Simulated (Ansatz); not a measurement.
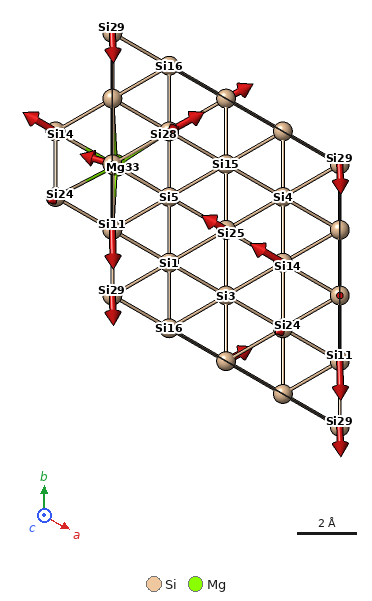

This is a relaxation of a defect cell of composition MgSi32 (cell charge +2). The starting structure is drawn; red arrows show the displacements, magnified 10 times.

The picture is a ball-and-stick view of the cell of the calculation, seen along the c axis.

Case: Mg interstitial, charge +2, atoms relaxed.

Theory: DFT PBE, scalar-relativistic, plane waves, PAW in Ansatz. Set-up: plane-wave cutoff 420 eV; k-point mesh 2 × 2 × 2; occupations gaussian; smearing width 0.02 eV; mesh shifted by (0.5, 0.5, 0.5); no spin polarisation; atoms relaxed in a fixed cell; force threshold 0.02 eV/Å; at most 60 steps.

Q: Describe the change and its energy.

A: After 3 accepted moves (4 points after the start) the energy has fallen by 0.831 eV per cell of the calculation. Largest force component: 1.9 eV/Å at the start, 0.0025 eV/Å at the end. 1 step only repeated the SCF at the same geometry. The largest moves, 0.15 Å, are those of Si atoms. Largest moves by element: Si 0.15 Å, Mg 0.13 Å. The cell doesn't change. Near-neighbour distances that change, for instance: Mg–Si 2.274 → 2.512 Å, Mg–Si 2.324 → 2.512 Å, Mg–Si 2.610 → 2.778 Å, Mg–Si 2.402 → 2.512 Å. Bond angles that change, for instance: Si–Si–Mg 73.7° → 68.2°, Si–Si–Si 109.5° → 114.2°, Si–Si–Mg 72.8° → 68.2°. The run took 60 s on 4 threads of Arm Neoverse V1, on a shared host, peak memory 1.5 GiB.

Limits of the set-up: the cell is charged, on a uniform background, and energies carry no finite-size correction.
